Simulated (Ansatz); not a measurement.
**Au: one change and its effect**

System: Au (P2₁/m, 2 atoms in the cell).
Method of the first run: DFT PBEsol, scalar-relativistic, plane waves, PAW, no spin polarisation (Ansatz 0.2.0).

The structure derives from an entry of the Crystallography Open Database. Text and figures count atoms from 1; the logs count them from 0 in places.

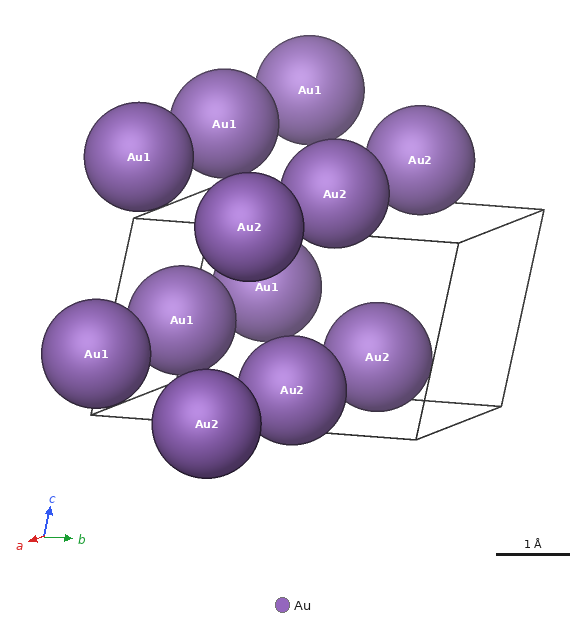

**Figure 1.** The structure as given in the input (spheres-only view of the cell of the calculation, set on other vectors, repeated 3 × 1 × 2, seen slightly off an axis; atoms are numbered from 1 in the order of the input). An atom can appear more than once, as a periodic image.

Input, the first run:
```yaml
crystal:
  lattice:
    - [2.8999984104, 0.0, 0.0]
    - [-1.4499992052, 2.5114722944, 0.0]
    - [0.0, 0.0, 4.88]
  atoms:
    - { symbol: Au, position: [0.1602608998, 0.5399688519, 0.75] }
    - { symbol: Au, position: [0.6666666667, 0.3333333333, 0.25] }
basis:
  ecutwfc: 420
kpoints:
  mp_grid: { grid: [18, 18, 10] }
hamiltonian:
  xc: pbesol
scf:
  occupations: { method: gaussian, width: 0.15 }
output:
  forces: true
  stress: true
  eigenvalues: true
```

Command:
```bash
ansatz run input.yaml --threads 1 --pin off --max-ram 2560MiB --backend cpu --events-out ev --progress --plain --runs-dir out
```

Hardware: 1 thread of Intel Xeon @ 2.50GHz (Skylake/Cascade Lake), 192 GiB of memory available, shared host.

Output, shortened to warnings, some set-up lines, iterations and results (the first run):
```
Basis set: ecut = 420 eV, 701 PW (Γ), exchange–correlation on 40×40×72 points (8 copies of the dense FFT grid, shifted against one another)
Symmetry: 4 space group operations
k-points: 984 of 3240
Initial density: superposition of atomic densities (neutral atoms: chi_scale 0, normalization atom), corrected by the library's trained network
[...]
SCF iter   1: F=—  HF=-26014.090586 eV  |F-HF|=—  |Δ(HF+E_count)|=         —  Δρ=6.98e-3  dr2=1.64e-2  ethr=1.77e-3  ⟨swp⟩=4.4  Hψ=82955  notcnv=0
SCF iter   2: F=—  HF=-26014.087546 eV  |F-HF|=—  |Δ(HF+E_count)|=   3.04e-3  Δρ=2.98e-3  dr2=2.70e-3  ethr=4.32e-5  ⟨swp⟩=2.0  Hψ=41284  notcnv=0
SCF iter   3: F=—  HF=-26014.086810 eV  |F-HF|=—  |Δ(HF+E_count)|=   7.36e-4  Δρ=7.02e-4  dr2=9.07e-5  ethr=7.10e-6  ⟨swp⟩=2.0  Hψ=30876  notcnv=0
SCF iter   4: F=—  HF=-26014.086826 eV  |F-HF|=—  |Δ(HF+E_count)|=   1.57e-5  Δρ=1.23e-4  dr2=2.88e-6  ethr=2.39e-7  ⟨swp⟩=2.4  Hψ=37824  notcnv=0
SCF iter   5: F=—  HF=-26014.086826 eV  |F-HF|=—  |Δ(HF+E_count)|=   4.96e-7  Δρ=2.82e-5  dr2=3.21e-7  ethr=7.57e-9  ⟨swp⟩=2.7  Hψ=42244  notcnv=0
SCF iter   6: F=-26014.086826 eV  HF=-26014.086826 eV  |F-HF|=7.35e-10  |Δ(HF+E_count)|=   4.05e-8  Δρ=5.18e-6  dr2=8.24e-9  ethr=2.63e-10  ⟨swp⟩=4.8  Hψ=80358  notcnv=0
SCF 1 converged in 6 iterations: F = -26014.086826 eV  dr2 = 8.24e-9
SCF converged after 6 iterations
Free energy (F): -26014.086826 eV
Harris-Foulkes:  -26014.086826 eV  (|F-HF|=7.35e-10)
Internal energy: -26014.077626 eV  (E = F + TS)
E sigma→0 (E₀):  -26014.082226 eV
Entropy (-TS):   -0.009200 eV (-4.600 meV/atom)
Fermi energy:    19.275926 eV
--- Per-component energies (eV) ---
  E_band       = -458.197360
  E_kinetic    = 1208.101428
  E_local      = -3554.144323  (includes V_loc(G=0)·N_el)
  E_nonlocal   = 155.308471
  E_hartree    = 1504.055051
  E_xc         = -452.467298
  E_vxc        = -548.278888  (∫ρ·V_xc dr)
  E_paw        = -19131.447974  (= ΣΔE_a)
  E_vpaw       = -727.295436  (= ΣTr[D̂ρ^β])
  E_aug_tail   = 0.002773  (compensation charges beyond the density's cutoff)
  E_ewald      = -5744.104713
  E_core_change = 0.618958  (= ΣΔE_core)
  E_smearing   = -0.009200  (= −TS)
  E_closure    = 0.000000  (closes the sum)
  Σ components = -26014.086826   (vs F -26014.086826, Δ=0.00e0)
--- Forces (eV/Å), atoms counted from 1 ---
  atom   1  Au     0.36048224     0.13864996     0.00000000
  atom   2  Au    -0.36048224    -0.13864996    -0.00000000
  max |Σ_I F_I| component: 5.55e-17 eV/Å
--- Stress (GPa, compression-positive) ---
       -5.799369       0.445165      -0.000000
        0.445165      -6.765919      -0.000000
       -0.000000      -0.000000      -0.636430
  P = ⅓ Tr σ = -4.4006 GPa (-44.006 kbar)
```

The second run used a changed input.

The two runs side by side:

| quantity | the first run | the second run |
| --- | --- | --- |
| outcome | converged | converged |
| free energy per atom (eV) | −13007.0434 | −13006.7146 |
| energy per atom, smearing taken to zero (eV) | −13007.0411 | −13006.7124 |
| gap on the mesh (eV) | 0.00 | 0.00 |
| pressure (GPa) | −4.40 | 11.27 |
| largest force (eV/Å) | 0.386 | 3.846 |
| SCF iterations | 6 | 6 |
| irreducible k-points | 984 | 330 |
| plane waves at Γ | 701 | 701 |
| wall time (shared host) | 42 s | 12 s |

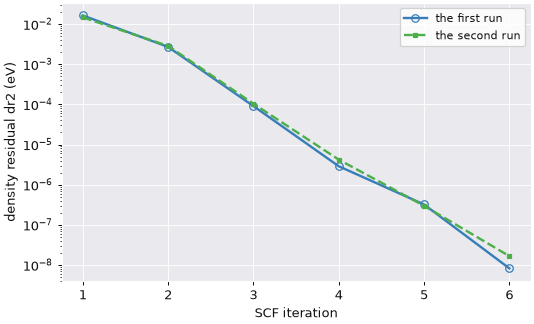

**Figure 2.** Convergence of the two runs: density residual dr2 against the SCF iteration. The first run takes 6 iterations in all, and the second run takes 6.

What was changed in the input?

The change (lines with − go, lines with + come):
```diff
-    - { symbol: Au, position: [0.1602608998, 0.5399688519, 0.75] }
+    - { symbol: Au, position: [0.3333333333, 0.6666666667, 0.6577868852] }
```

With the same functional and potentials, the second run lies 328.8 meV per atom higher. The pressure goes from −4.40 to 11.27 GPa. The largest force goes from 0.386 to 3.846 eV/Å. The number of SCF iterations is the same. The irreducible k-points go from 984 to 330. On the same kind of shared host the second run took about 0.28 times as long.

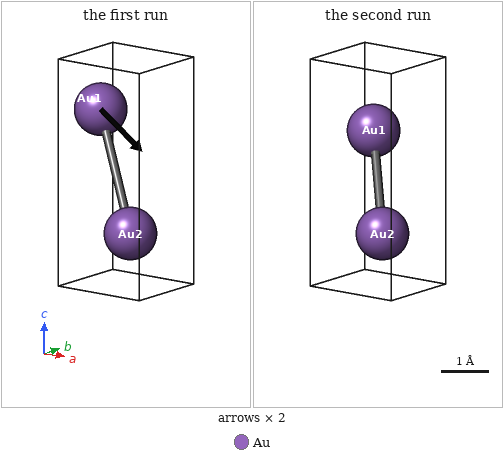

**Figure 3.** The two input geometries at one scale (ball-and-stick view of the cell of the calculation, seen slightly off an axis). The black arrows on the first give the shifts of the atoms relative to the cell, magnified 2 times. Au1 moves most: 0.64 Å. The cell doesn't change. Among the contacts that change: Au1–Au2 2.739 → 3.340 Å.

Output, shortened to warnings, some set-up lines, iterations and results (the second run):
```
Basis set: ecut = 420 eV, 701 PW (Γ), exchange–correlation on 40×40×72 points (8 copies of the dense FFT grid, shifted against one another)
Symmetry: 12 space group operations
k-points: 330 of 3240
Initial density: superposition of atomic densities (neutral atoms: chi_scale 0, normalization atom), corrected by the library's trained network
[...]
SCF iter   1: F=—  HF=-26013.432372 eV  |F-HF|=—  |Δ(HF+E_count)|=         —  Δρ=6.75e-3  dr2=1.47e-2  ethr=1.77e-3  ⟨swp⟩=4.4  Hψ=28229  notcnv=0
SCF iter   2: F=—  HF=-26013.429919 eV  |F-HF|=—  |Δ(HF+E_count)|=   2.45e-3  Δρ=3.09e-3  dr2=2.86e-3  ethr=3.86e-5  ⟨swp⟩=2.1  Hψ=13892  notcnv=0
SCF iter   3: F=—  HF=-26013.429200 eV  |F-HF|=—  |Δ(HF+E_count)|=   7.20e-4  Δρ=6.80e-4  dr2=1.04e-4  ethr=7.52e-6  ⟨swp⟩=2.0  Hψ=10240  notcnv=0
SCF iter   4: F=—  HF=-26013.429219 eV  |F-HF|=—  |Δ(HF+E_count)|=   1.91e-5  Δρ=1.28e-4  dr2=4.21e-6  ethr=2.74e-7  ⟨swp⟩=2.1  Hψ=12798  notcnv=0
SCF iter   5: F=—  HF=-26013.429219 eV  |F-HF|=—  |Δ(HF+E_count)|=   2.27e-7  Δρ=2.88e-5  dr2=2.98e-7  ethr=1.11e-8  ⟨swp⟩=2.4  Hψ=10587  notcnv=0
SCF iter   6: F=-26013.429219 eV  HF=-26013.429219 eV  |F-HF|=2.54e-9  |Δ(HF+E_count)|=   3.50e-8  Δρ=6.56e-6  dr2=1.66e-8  ethr=2.63e-10  ⟨swp⟩=4.8  Hψ=27592  notcnv=0
SCF 1 converged in 6 iterations: F = -26013.429219 eV  dr2 = 1.66e-8
SCF converged after 6 iterations
Free energy (F): -26013.429219 eV
Harris-Foulkes:  -26013.429219 eV  (|F-HF|=2.54e-9)
Internal energy: -26013.420373 eV  (E = F + TS)
E sigma→0 (E₀):  -26013.424796 eV
Entropy (-TS):   -0.008846 eV (-4.423 meV/atom)
Fermi energy:    19.358645 eV
--- Per-component energies (eV) ---
  E_band       = -461.323747
  E_kinetic    = 1212.327265
  E_local      = -3876.067512  (includes V_loc(G=0)·N_el)
  E_nonlocal   = 155.795069
  E_hartree    = 1662.344277
  E_xc         = -453.742987
  E_vxc        = -549.972331  (∫ρ·V_xc dr)
  E_paw        = -19132.078609  (= ΣΔE_a)
  E_vpaw       = -728.099668  (= ΣTr[D̂ρ^β])
  E_aug_tail   = 0.002815  (compensation charges beyond the density's cutoff)
  E_ewald      = -5582.619649
  E_core_change = 0.618958  (= ΣΔE_core)
  E_smearing   = -0.008846  (= −TS)
  E_closure    = 0.000000  (closes the sum)
  Σ components = -26013.429219   (vs F -26013.429219, Δ=0.00e0)
--- Forces (eV/Å), atoms counted from 1 ---
  atom   1  Au    -0.00000000    -0.00000000     3.84569756
  atom   2  Au     0.00000000     0.00000000    -3.84569756
  max |Σ_I F_I| component: 4.63e-18 eV/Å
--- Stress (GPa, compression-positive) ---
        7.677250       0.000000       0.000000
        0.000000       7.677250      -0.000000
        0.000000      -0.000000      18.442518
  P = ⅓ Tr σ = 11.2657 GPa (112.657 kbar)
```

For both runs: Spin–orbit coupling is left out, which matters for Au.
